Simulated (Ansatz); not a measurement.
**TiN (slab): density, localisation and related maps**

The calculation's input:

```
crystal:
  lattice:
    - [3.0029763834, 0.0, 0.0]
    - [0.0, 3.0029763834, 0.0]
    - [0.0, 0.0, 27.2434073824]
  atoms:
    - { symbol: Ti, position: [0.4996562607, 0.4996562607, 0.2799750482] }
    - { symbol: "N", position: [-0.0003478255, -0.0003478255, 0.2738788704] }
    - { symbol: Ti, position: [-0.0003246007, -0.0003246007, 0.3540029951] }
    - { symbol: "N", position: [0.4996766798, 0.4996766798, 0.3532857663] }
    - { symbol: Ti, position: [0.4997178355, 0.4997178355, 0.4312621103] }
    - { symbol: "N", position: [-0.0002802762, -0.0002802762, 0.4319078793] }
    - { symbol: Ti, position: [-0.0002380363, -0.0002380363, 0.5069121269] }
    - { symbol: "N", position: [0.4997699982, 0.4997699982, 0.5103374716] }
basis:
  ecutwfc: 420
kpoints:
  mp_grid: { grid: [12, 12, 1] }
hamiltonian:
  xc: pbe
scf:
  occupations: { method: gaussian, width: 0.1 }
output:
  forces: true
  stress: true
  eigenvalues: true
  write_density: true
  write_potential: true
  elf: true
  volumetric_format: npy
efield:
  axis: 3
  dipole_correction: true
  ramp_width: 0.04
```

Command:

```sh
ansatz run input.yaml --threads 4 --pin off --max-ram 10240MiB --backend cpu --events-out ev --progress --plain --runs-dir out
```

Not relaxed (largest force 1.0 eV/Å); computed without spin polarisation.

Computed with DFT PBE, scalar-relativistic, plane waves, PAW (Ansatz).

In a PAW calculation such maps are meaningful between the atoms, not at the nuclei.

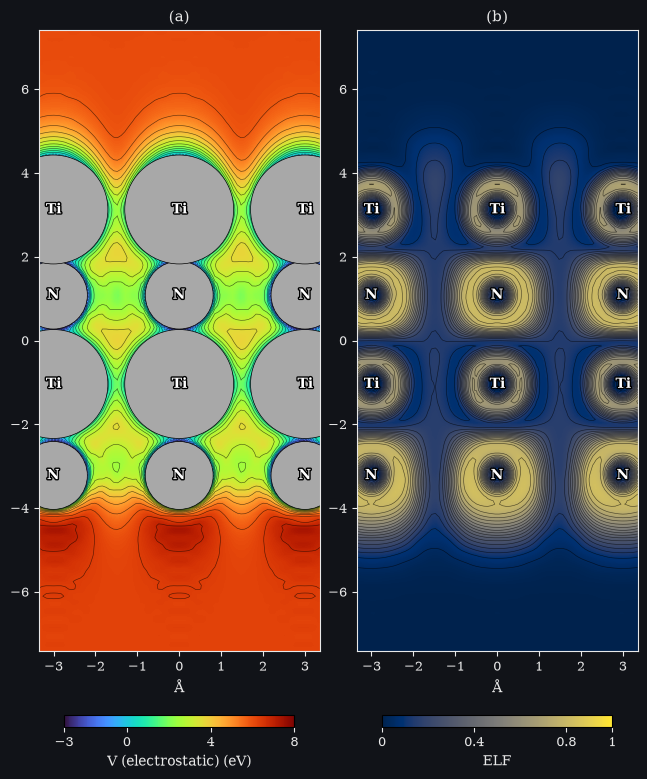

Figure 1. (a) electrostatic potential energy of an electron; (b) electron localisation function on the (010) plane of the calculation cell, a cut from vacuum to vacuum. Grey discs cover the atomic cores in the potential map.

### Describe what can be read from this map.

The plane passes through N and Ti nuclei. Ti–N (2.04 Å): the ELF peaks at about 0.80 in the valence shell of N, 0.6 Å from its nucleus, and is about 0.25 at the midpoint: no shared electron pair shows on this line. Ti–N (2.12 Å): the ELF peaks at about 0.80 in the valence shell of N, 0.6 Å from its nucleus, and is about 0.15 at the midpoint: no localised pair shows between them. Ti–N (2.18 Å): the ELF peaks at about 0.80 in the valence shell of N, 0.7 Å from its nucleus, and is about 0.20 at the midpoint; no shared electron pair shows on this line. Ti–Ti (3.00 Å): the ELF is about 0.15 at the midpoint; no localised pair shows between them. The features right at Ti lie inside the PAW spheres, where the map follows smoothed inner orbitals and isn't to be read closely.

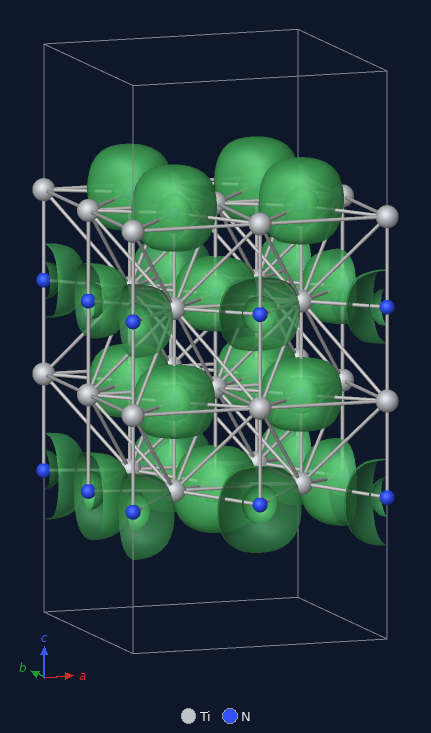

Figure 2. Isosurface of the electron localisation function at 0.65 (green), seen slightly off an axis. Only the valence region is drawn (cores and ρ < 0.01 e/Å³ removed). Sticks mark near contacts.

### Identify the bonds, lone pairs and shells in this picture.

The surface consists of four regions wrapped around N (the valence shell of each), counted in one cell of 8 atoms. Counts are for one cell; the picture repeats the cell along the surface. Profiles from the grid: Ti–N (2.00 Å): the ELF peaks at about 0.80 in the valence shell of N, 0.6 Å from its nucleus, and is about 0.25 at the midpoint (no localised pair shows between them). Ti–Ti (2.93 Å): the ELF is about 0.20 at the midpoint; no shared electron pair shows on this line.

### Metal or insulator at this level of theory?

It is gapless in this calculation (a metal or semimetal).
